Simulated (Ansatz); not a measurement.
# Re(0001) with 2 layers of random Re-Rh, 2x2: scattering by chemical disorder, part 2 of 2

How strongly does chemical disorder scatter in Re(0001) with 2 layers of random Re-Rh, 2x2?

Ansatz 0.2.0; Ansatz plane-wave DFT, PBE, PAW files; ballistic transport by layer matching (Landauer), zero bias; PAW set soft_1.

So far. Step 2 (With 2 alloy layers): Over the solved energies the transmission per spin lies between 4.24 and 4.50, out of 5.26 channels of the lead on average (up to 5.38).

### Step 3. With 6 alloy layers

System of this step: Re(0001) with 6 layers of random Re-Rh, 2x2. The cell holds 64 atoms: 61 Re and 3 Rh. Its edges and angles: a = 5.522 Å, b = 5.522 Å, c = 35.666 Å, α = 90.0°, β = 90.0°, γ = 120.0°. It derives from Re. Regions: lead, 40 atoms (40 Re); scattering region, 24 atoms (21 Re and 3 Rh). The structure is stacked along c, and the current runs across the ab planes.

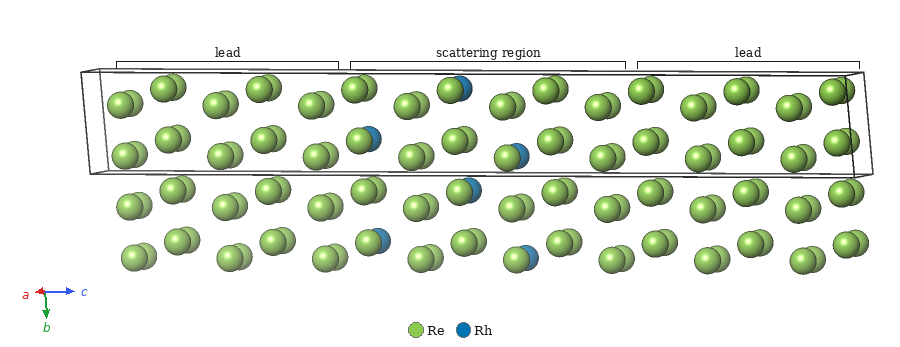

The cell of this step (rhenium green, rhodium blue). 1×2×1 cells are drawn.

The input, input.yaml:

```yaml
crystal:
  lattice:
    - [5.5216, 0.0, 0.0]
    - [-2.7608, 4.7818458695, 0.0]
    - [0.0, 0.0, 35.6656]
  atoms:
    - { symbol: Re, position: [0.1666666667, 0.3333333333, 0.03125] }
    - { symbol: Re, position: [0.1666666667, 0.8333333333, 0.03125] }
    - { symbol: Re, position: [0.6666666667, 0.3333333333, 0.03125] }
    - { symbol: Re, position: [0.6666666667, 0.8333333333, 0.03125] }
    - { symbol: Re, position: [0.3333333333, 0.1666666667, 0.09375] }
    - { symbol: Re, position: [0.3333333333, 0.6666666667, 0.09375] }
    - { symbol: Re, position: [0.8333333333, 0.1666666667, 0.09375] }
    - { symbol: Re, position: [0.8333333333, 0.6666666667, 0.09375] }
    - { symbol: Re, position: [0.1666666667, 0.3333333333, 0.15625] }
    - { symbol: Re, position: [0.1666666667, 0.8333333333, 0.15625] }
    - { symbol: Re, position: [0.6666666667, 0.3333333333, 0.15625] }
    - { symbol: Re, position: [0.6666666667, 0.8333333333, 0.15625] }
    - { symbol: Re, position: [0.3333333333, 0.1666666667, 0.21875] }
    - { symbol: Re, position: [0.3333333333, 0.6666666667, 0.21875] }
    - { symbol: Re, position: [0.8333333333, 0.1666666667, 0.21875] }
    - { symbol: Re, position: [0.8333333333, 0.6666666667, 0.21875] }
    - { symbol: Re, position: [0.1666666667, 0.3333333333, 0.28125] }
    - { symbol: Re, position: [0.1666666667, 0.8333333333, 0.28125] }
    - { symbol: Re, position: [0.6666666667, 0.3333333333, 0.28125] }
    - { symbol: Re, position: [0.6666666667, 0.8333333333, 0.28125] }
    - { symbol: Re, position: [0.3333333333, 0.1666666667, 0.34375] }
    - { symbol: Rh, position: [0.3333333333, 0.6666666667, 0.34375] }
    - { symbol: Re, position: [0.8333333333, 0.1666666667, 0.34375] }
    - { symbol: Re, position: [0.8333333333, 0.6666666667, 0.34375] }
    - { symbol: Re, position: [0.1666666667, 0.3333333333, 0.40625] }
    - { symbol: Re, position: [0.1666666667, 0.8333333333, 0.40625] }
    - { symbol: Re, position: [0.6666666667, 0.3333333333, 0.40625] }
    - { symbol: Re, position: [0.6666666667, 0.8333333333, 0.40625] }
    - { symbol: Rh, position: [0.3333333333, 0.1666666667, 0.46875] }
    - { symbol: Re, position: [0.3333333333, 0.6666666667, 0.46875] }
    - { symbol: Re, position: [0.8333333333, 0.1666666667, 0.46875] }
    - { symbol: Re, position: [0.8333333333, 0.6666666667, 0.46875] }
    - { symbol: Re, position: [0.1666666667, 0.3333333333, 0.53125] }
    - { symbol: Rh, position: [0.1666666667, 0.8333333333, 0.53125] }
    - { symbol: Re, position: [0.6666666667, 0.3333333333, 0.53125] }
    - { symbol: Re, position: [0.6666666667, 0.8333333333, 0.53125] }
    - { symbol: Re, position: [0.3333333333, 0.1666666667, 0.59375] }
    - { symbol: Re, position: [0.3333333333, 0.6666666667, 0.59375] }
    - { symbol: Re, position: [0.8333333333, 0.1666666667, 0.59375] }
    - { symbol: Re, position: [0.8333333333, 0.6666666667, 0.59375] }
    - { symbol: Re, position: [0.1666666667, 0.3333333333, 0.65625] }
    - { symbol: Re, position: [0.1666666667, 0.8333333333, 0.65625] }
    - { symbol: Re, position: [0.6666666667, 0.3333333333, 0.65625] }
    - { symbol: Re, position: [0.6666666667, 0.8333333333, 0.65625] }
    - { symbol: Re, position: [0.3333333333, 0.1666666667, 0.71875] }
    - { symbol: Re, position: [0.3333333333, 0.6666666667, 0.71875] }
    - { symbol: Re, position: [0.8333333333, 0.1666666667, 0.71875] }
    - { symbol: Re, position: [0.8333333333, 0.6666666667, 0.71875] }
    - { symbol: Re, position: [0.1666666667, 0.3333333333, 0.78125] }
    - { symbol: Re, position: [0.1666666667, 0.8333333333, 0.78125] }
    - { symbol: Re, position: [0.6666666667, 0.3333333333, 0.78125] }
    - { symbol: Re, position: [0.6666666667, 0.8333333333, 0.78125] }
    - { symbol: Re, position: [0.3333333333, 0.1666666667, 0.84375] }
    - { symbol: Re, position: [0.3333333333, 0.6666666667, 0.84375] }
    - { symbol: Re, position: [0.8333333333, 0.1666666667, 0.84375] }
    - { symbol: Re, position: [0.8333333333, 0.6666666667, 0.84375] }
    - { symbol: Re, position: [0.1666666667, 0.3333333333, 0.90625] }
    - { symbol: Re, position: [0.1666666667, 0.8333333333, 0.90625] }
    - { symbol: Re, position: [0.6666666667, 0.3333333333, 0.90625] }
    - { symbol: Re, position: [0.6666666667, 0.8333333333, 0.90625] }
    - { symbol: Re, position: [0.3333333333, 0.1666666667, 0.96875] }
    - { symbol: Re, position: [0.3333333333, 0.6666666667, 0.96875] }
    - { symbol: Re, position: [0.8333333333, 0.1666666667, 0.96875] }
    - { symbol: Re, position: [0.8333333333, 0.6666666667, 0.96875] }
kpoints:
  mp_grid: { grid: [5, 5, 1] }
hamiltonian:
  xc: pbe
  pseudopotentials: { kind: paw, azcp: { folder: soft_1 } }
scf:
  occupations: { method: fermi_dirac, width: 0.1 }
output:
  transmission:
    leads: [[0, 8]]
    kmesh: [10, 10]
    e_range: [-0.05, 0.05]
    de: 0.05
  write_potential: true
  write_density: true
  volumetric_format: npy
```

The run is started by

```console
ansatz run input.yaml --threads 4 --pin off --max-ram 15360MiB --backend cpu --events-out ev --progress --plain --runs-dir out
```

Numbers of over 12 decimals in the logs are rounded to 6 here.

What it wrote:

```text
[...]
Crystal: 64 atoms, lattice volume = 941.695 Å³
Basis set: ecut = 420 eV, 18377 PW (Γ)
Bands: 580, of which v1, the nominal top of the filled ones, is band 483 counted from 1 (482 counted from 0)
Symmetry: 1 space group operations
[...]
k-points: 13 of 25 (time reversal used)
[...]
SCF iter   1: F=—  HF=-682283.674682 eV  |F-HF|=—  |Δ(HF+E_count)|=         —  Δρ=1.55e-1  dr2=1.58e3  ethr=3.10e-3  ⟨swp⟩=5.0  Hψ=22705  notcnv=0
[...]
SCF iter  11: F=-682238.071594 eV  HF=-682238.071594 eV  |F-HF|=5.82e-10  |Δ(HF+E_count)|=   6.29e-9  Δρ=2.01e-7  dr2=8.29e-10  ethr=1.04e-11  ⟨swp⟩=9.0  Hψ=18534  notcnv=0
SCF 1 converged in 11 iterations: F = -682238.071594 eV  dr2 = 8.29e-10
[...]
transmission: 339 of 3380 steps passed
transmission: 676 of 3380 steps passed
[...]
transmission: 3380 of 3380 steps passed
SCF converged after 11 iterations
Free energy (F): -682238.071594 eV
[...]
Internal energy: -682236.301578 eV  (E = F + TS)
E sigma→0 (E₀):  -682237.186586 eV
Entropy (-TS):   -1.770016 eV (-27.657 meV/atom)
Fermi energy:    23.926344 eV
[...]
--- Band table (eV; the first three rows and the last of 13) ---
  k-point 0: bands = [... 479 lower, 24.6736, 24.7147, 24.7367, 24.7613, 24.7768, 24.7809, 24.7874, 24.8034, ... 93 higher]
  k-point 1: bands = [... 479 lower, 24.0107, 24.0411, 24.0562, 24.0920, 24.1203, 24.1573, 24.1724, 24.1892, ... 93 higher]
  k-point 2: bands = [... 479 lower, 23.5108, 23.6087, 23.6752, 23.7204, 23.7503, 23.7753, 23.8029, 23.8190, ... 93 higher]
  k-point 12: bands = [... 479 lower, 23.6523, 23.6585, 23.7346, 23.7515, 23.8092, 23.9215, 23.9503, 23.9654, ... 93 higher]
--- Transmission ---
  basis      : 235 plane waves across, 65 finite elements along
  points     : 52, standing for a mesh of 10 x 10
[...]
channels       : 5.380000e0 a spin
[...]
junction   : crystal 0 to crystal 0, -1.53 to 29.68 Å
    transmission   : 3.710987e0 a spin
[...]
```

Wall time 11 min (4 threads of Intel Xeon Platinum 8375C at 2.90GHz (Ice Lake), shared host); peak memory 10 GiB; 40 min of CPU time.

This step gave:

* free energy: -682238.0716 eV
* energy at zero smearing: -682237.1866 eV
* Fermi energy: 23.93 eV
* transmission per spin nearest the Fermi level: 3.711
* step of the lead's potential: 4 meV

Per spin. Table of transmission, zone mean by energy, zero at the Fermi level:

```
energy (eV)  transmission, zone mean
    -0.0500                     3.73
     0.0000                     3.71
     0.0500                     3.61
```

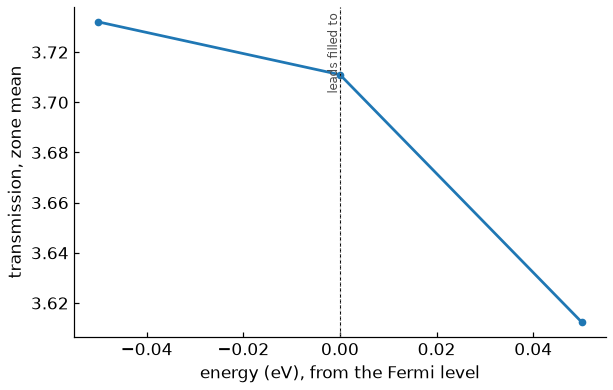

Transmission, zone mean against energy.

Over the solved energies the transmission per spin lies between 3.61 and 3.73, out of 5.28 channels of the lead on average (up to 5.38).

### Step 4. With 10 alloy layers

System of this step: Re(0001) with 10 layers of random Re-Rh, 2x2. The cell holds 80 atoms: 75 Re and 5 Rh. Its edges and angles: a = 5.522 Å, b = 5.522 Å, c = 44.582 Å, α = 90.0°, β = 90.0°, γ = 120.0°. It derives from Re. Regions: lead, 40 atoms (40 Re); scattering region, 40 atoms (35 Re and 5 Rh). The structure is stacked along c, and the current runs across the ab planes.

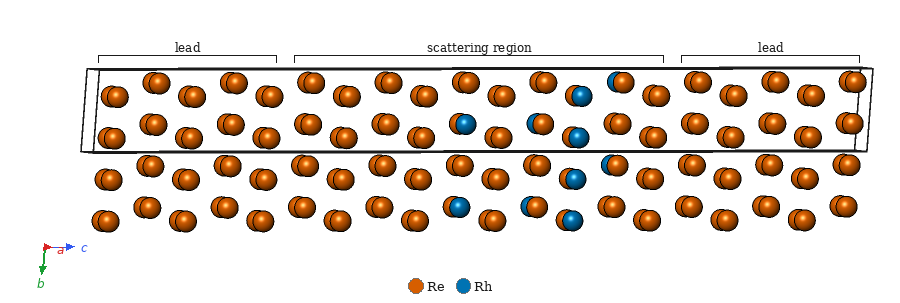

The cell of this step (rhenium orange, rhodium blue). 1×2×1 cells are drawn.

The input, input.yaml:

```yaml
crystal:
  lattice:
    - [5.5216, 0.0, 0.0]
    - [-2.7608, 4.7818458695, 0.0]
    - [0.0, 0.0, 44.582]
  atoms:
    - { symbol: Re, position: [0.1666666667, 0.3333333333, 0.025] }
    - { symbol: Re, position: [0.1666666667, 0.8333333333, 0.025] }
    - { symbol: Re, position: [0.6666666667, 0.3333333333, 0.025] }
    - { symbol: Re, position: [0.6666666667, 0.8333333333, 0.025] }
    - { symbol: Re, position: [0.3333333333, 0.1666666667, 0.075] }
    - { symbol: Re, position: [0.3333333333, 0.6666666667, 0.075] }
    - { symbol: Re, position: [0.8333333333, 0.1666666667, 0.075] }
    - { symbol: Re, position: [0.8333333333, 0.6666666667, 0.075] }
    - { symbol: Re, position: [0.1666666667, 0.3333333333, 0.125] }
    - { symbol: Re, position: [0.1666666667, 0.8333333333, 0.125] }
    - { symbol: Re, position: [0.6666666667, 0.3333333333, 0.125] }
    - { symbol: Re, position: [0.6666666667, 0.8333333333, 0.125] }
    - { symbol: Re, position: [0.3333333333, 0.1666666667, 0.175] }
    - { symbol: Re, position: [0.3333333333, 0.6666666667, 0.175] }
    - { symbol: Re, position: [0.8333333333, 0.1666666667, 0.175] }
    - { symbol: Re, position: [0.8333333333, 0.6666666667, 0.175] }
    - { symbol: Re, position: [0.1666666667, 0.3333333333, 0.225] }
    - { symbol: Re, position: [0.1666666667, 0.8333333333, 0.225] }
    - { symbol: Re, position: [0.6666666667, 0.3333333333, 0.225] }
    - { symbol: Re, position: [0.6666666667, 0.8333333333, 0.225] }
    - { symbol: Re, position: [0.3333333333, 0.1666666667, 0.275] }
    - { symbol: Re, position: [0.3333333333, 0.6666666667, 0.275] }
    - { symbol: Re, position: [0.8333333333, 0.1666666667, 0.275] }
    - { symbol: Re, position: [0.8333333333, 0.6666666667, 0.275] }
    - { symbol: Re, position: [0.1666666667, 0.3333333333, 0.325] }
    - { symbol: Re, position: [0.1666666667, 0.8333333333, 0.325] }
    - { symbol: Re, position: [0.6666666667, 0.3333333333, 0.325] }
    - { symbol: Re, position: [0.6666666667, 0.8333333333, 0.325] }
    - { symbol: Re, position: [0.3333333333, 0.1666666667, 0.375] }
    - { symbol: Re, position: [0.3333333333, 0.6666666667, 0.375] }
    - { symbol: Re, position: [0.8333333333, 0.1666666667, 0.375] }
    - { symbol: Re, position: [0.8333333333, 0.6666666667, 0.375] }
    - { symbol: Re, position: [0.1666666667, 0.3333333333, 0.425] }
    - { symbol: Re, position: [0.1666666667, 0.8333333333, 0.425] }
    - { symbol: Re, position: [0.6666666667, 0.3333333333, 0.425] }
    - { symbol: Re, position: [0.6666666667, 0.8333333333, 0.425] }
    - { symbol: Re, position: [0.3333333333, 0.1666666667, 0.475] }
    - { symbol: Re, position: [0.3333333333, 0.6666666667, 0.475] }
    - { symbol: Re, position: [0.8333333333, 0.1666666667, 0.475] }
    - { symbol: Rh, position: [0.8333333333, 0.6666666667, 0.475] }
    - { symbol: Re, position: [0.1666666667, 0.3333333333, 0.525] }
    - { symbol: Re, position: [0.1666666667, 0.8333333333, 0.525] }
    - { symbol: Re, position: [0.6666666667, 0.3333333333, 0.525] }
    - { symbol: Re, position: [0.6666666667, 0.8333333333, 0.525] }
    - { symbol: Re, position: [0.3333333333, 0.1666666667, 0.575] }
    - { symbol: Rh, position: [0.3333333333, 0.6666666667, 0.575] }
    - { symbol: Re, position: [0.8333333333, 0.1666666667, 0.575] }
    - { symbol: Re, position: [0.8333333333, 0.6666666667, 0.575] }
    - { symbol: Re, position: [0.1666666667, 0.3333333333, 0.625] }
    - { symbol: Re, position: [0.1666666667, 0.8333333333, 0.625] }
    - { symbol: Rh, position: [0.6666666667, 0.3333333333, 0.625] }
    - { symbol: Rh, position: [0.6666666667, 0.8333333333, 0.625] }
    - { symbol: Rh, position: [0.3333333333, 0.1666666667, 0.675] }
    - { symbol: Re, position: [0.3333333333, 0.6666666667, 0.675] }
    - { symbol: Re, position: [0.8333333333, 0.1666666667, 0.675] }
    - { symbol: Re, position: [0.8333333333, 0.6666666667, 0.675] }
    - { symbol: Re, position: [0.1666666667, 0.3333333333, 0.725] }
    - { symbol: Re, position: [0.1666666667, 0.8333333333, 0.725] }
    - { symbol: Re, position: [0.6666666667, 0.3333333333, 0.725] }
    - { symbol: Re, position: [0.6666666667, 0.8333333333, 0.725] }
    - { symbol: Re, position: [0.3333333333, 0.1666666667, 0.775] }
    - { symbol: Re, position: [0.3333333333, 0.6666666667, 0.775] }
    - { symbol: Re, position: [0.8333333333, 0.1666666667, 0.775] }
    - { symbol: Re, position: [0.8333333333, 0.6666666667, 0.775] }
    - { symbol: Re, position: [0.1666666667, 0.3333333333, 0.825] }
    - { symbol: Re, position: [0.1666666667, 0.8333333333, 0.825] }
    - { symbol: Re, position: [0.6666666667, 0.3333333333, 0.825] }
    - { symbol: Re, position: [0.6666666667, 0.8333333333, 0.825] }
    - { symbol: Re, position: [0.3333333333, 0.1666666667, 0.875] }
    - { symbol: Re, position: [0.3333333333, 0.6666666667, 0.875] }
    - { symbol: Re, position: [0.8333333333, 0.1666666667, 0.875] }
    - { symbol: Re, position: [0.8333333333, 0.6666666667, 0.875] }
    - { symbol: Re, position: [0.1666666667, 0.3333333333, 0.925] }
    - { symbol: Re, position: [0.1666666667, 0.8333333333, 0.925] }
    - { symbol: Re, position: [0.6666666667, 0.3333333333, 0.925] }
    - { symbol: Re, position: [0.6666666667, 0.8333333333, 0.925] }
    - { symbol: Re, position: [0.3333333333, 0.1666666667, 0.975] }
    - { symbol: Re, position: [0.3333333333, 0.6666666667, 0.975] }
    - { symbol: Re, position: [0.8333333333, 0.1666666667, 0.975] }
    - { symbol: Re, position: [0.8333333333, 0.6666666667, 0.975] }
kpoints:
  mp_grid: { grid: [5, 5, 1] }
hamiltonian:
  xc: pbe
  pseudopotentials: { kind: paw, azcp: { folder: soft_1 } }
scf:
  occupations: { method: fermi_dirac, width: 0.1 }
output:
  transmission:
    leads: [[0, 8]]
    kmesh: [10, 10]
    e_range: [-0.05, 0.05]
    de: 0.05
  write_potential: true
  write_density: true
  volumetric_format: npy
```

What it wrote:

```text
[...]
Crystal: 80 atoms, lattice volume = 1177.118 Å³
Basis set: ecut = 420 eV, 23015 PW (Γ)
Bands: 726, of which v1, the nominal top of the filled ones, is band 605 counted from 1 (604 counted from 0)
Symmetry: 1 space group operations
[...]
k-points: 13 of 25 (time reversal used)
[...]
SCF iter   1: F=—  HF=-847284.789859 eV  |F-HF|=—  |Δ(HF+E_count)|=         —  Δρ=1.73e-1  dr2=4.97e3  ethr=3.10e-3  ⟨swp⟩=5.0  Hψ=28624  notcnv=0
[...]
SCF iter  11: F=-847214.965949 eV  HF=-847214.965949 eV  |F-HF|=1.98e-9  |Δ(HF+E_count)|=   6.17e-9  Δρ=3.98e-7  dr2=2.71e-9  ethr=8.26e-12  ⟨swp⟩=10.1  Hψ=23843  notcnv=0
SCF 1 converged in 11 iterations: F = -847214.965949 eV  dr2 = 2.71e-9
[...]
transmission: 417 of 4160 steps passed
transmission: 832 of 4160 steps passed
[...]
transmission: 4160 of 4160 steps passed
SCF converged after 11 iterations
Free energy (F): -847214.965949 eV
[...]
Internal energy: -847212.853669 eV  (E = F + TS)
E sigma→0 (E₀):  -847213.909809 eV
Entropy (-TS):   -2.112280 eV (-26.404 meV/atom)
Fermi energy:    23.876773 eV
[...]
--- Band table (eV; the first three rows and the last of 13) ---
  k-point 0: bands = [... 601 lower, 24.4499, 24.4798, 24.4972, 24.5200, 24.6069, 24.6752, 24.6898, 24.7015, ... 117 higher]
  k-point 1: bands = [... 601 lower, 23.9845, 24.0008, 24.0313, 24.0398, 24.0771, 24.0902, 24.1551, 24.1726, ... 117 higher]
  k-point 2: bands = [... 601 lower, 23.5764, 23.5931, 23.6185, 23.6870, 23.7039, 23.7228, 23.7291, 23.7870, ... 117 higher]
  k-point 12: bands = [... 601 lower, 23.6249, 23.6373, 23.6405, 23.7325, 23.7491, 23.8121, 23.8699, 23.8726, ... 117 higher]
--- Transmission ---
  basis      : 235 plane waves across, 80 finite elements along
  points     : 52, standing for a mesh of 10 x 10
[...]
channels       : 5.380000e0 a spin
[...]
junction   : crystal 0 to crystal 0, 3.76 to 43.88 Å
    transmission   : 3.114368e0 a spin
[...]
```

The job ended after 17 min (4 threads; peak memory 8.6 GiB).

Numbers from this step:

```yaml
free_energy: -847214.9659 eV
energy_at_zero_smearing: -847213.9098 eV
fermi_energy: 23.88 eV
transmission_per_spin_nearest_the_fermi_level: 3.114
step_of_the_lead_s_potential: 2.7 meV
```

Per spin. The transmission, zone mean by energy, zero at the Fermi level:

```
energy (eV)  transmission, zone mean
    -0.0500                     3.16
     0.0000                     3.11
     0.0500                     3.00
```

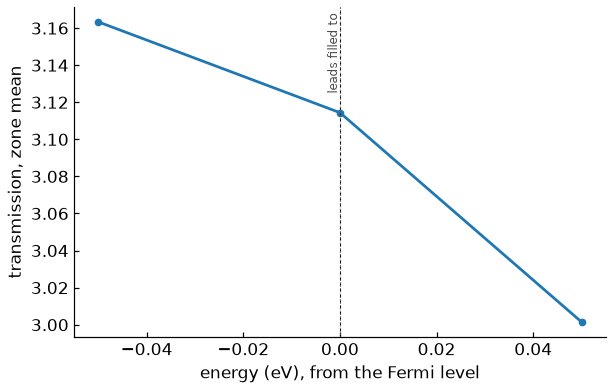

Transmission, zone mean, plotted against energy.

Over the solved energies the transmission per spin lies between 3.00 and 3.16, out of 5.26 channels of the lead on average (up to 5.38).

### Step 5. The fit

This step: Ansatz plane-wave DFT, PBE, PAW files; ballistic transport by layer matching (Landauer), zero bias; residual resistivity from the slope of the area resistance, atoms on the host's lattice; PAW set soft_1 (Ansatz 0.2.0).

Numbers from this step:

| Property | Result |
| --- | --- |
| resistivity | 18.26 µΩ cm |
| intercept | 0.04285 fΩ m² |
| scatter about the fit | 0.005521 fΩ m² |

Resistance, by row:

```
run  length (Å)      T  channels N  RA (fΩ m²)
 n2       4.458  4.391        5.26      0.1282
 n6       13.37  3.685        5.28      0.2793
n10       22.29  3.093        5.26      0.4539
```

Area resistance against length of the alloy:

```
length of the alloy (Å)  area resistance (fΩ m²)
                   4.46                    0.128
                  13.37                    0.279
                  22.29                    0.454
```

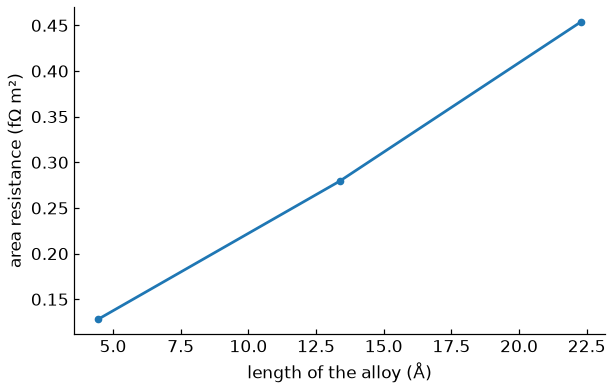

Area resistance, plotted against length of the alloy.

The area resistance goes from 0.13 to 0.45 fΩ m² between 4.5 and 22.3 Å, a slope of 18 µΩ cm.

By hand from the end points: (0.4539 − 0.1282) fΩ m² / (22.29 − 4.46) Å = 18 µΩ cm, since 1 fΩ m² per Å is 1000 µΩ cm.

### Step 6. What came out

```json
{
 "resistivity from the slope": "18.3 µΩ cm",
 "area resistance over 4.46 Å": "0.128 fΩ m²",
 "area resistance over 13.4 Å": "0.279 fΩ m²",
 "area resistance over 22.3 Å": "0.454 fΩ m²"
}
```

In words: The slope gives 18 µΩ cm. The points scatter by 0.0055 fΩ m² about the line, with one random draw a length in a 2x2 cell, so the slope is a rough value. Read with a model of isotropic scattering on a spherical Fermi surface and the lead's 1.5×10¹⁵ S/m², this slope means a mean free path near 28 Å; over these lengths the model's slope is 1.06 times its bulk resistivity, which would be 17 µΩ cm. The draw over the shortest length came out nearly ordered, with 12 symmetry operations, so that point is a poor sample of a random alloy. The atoms sit on the host's lattice, so scattering by size misfit is left out. Spin-orbit coupling is left out, which matters for Re.

[Logs are printed without paths, hosts, clocks, repeated set-up lines and the standing remarks that a program may print on its own settings, such as how far it seeks lower states.]

[Hosts, paths, dates, database ids (printed as entryN), source tags and the programs' standing remarks are cut or masked in the printed files.]
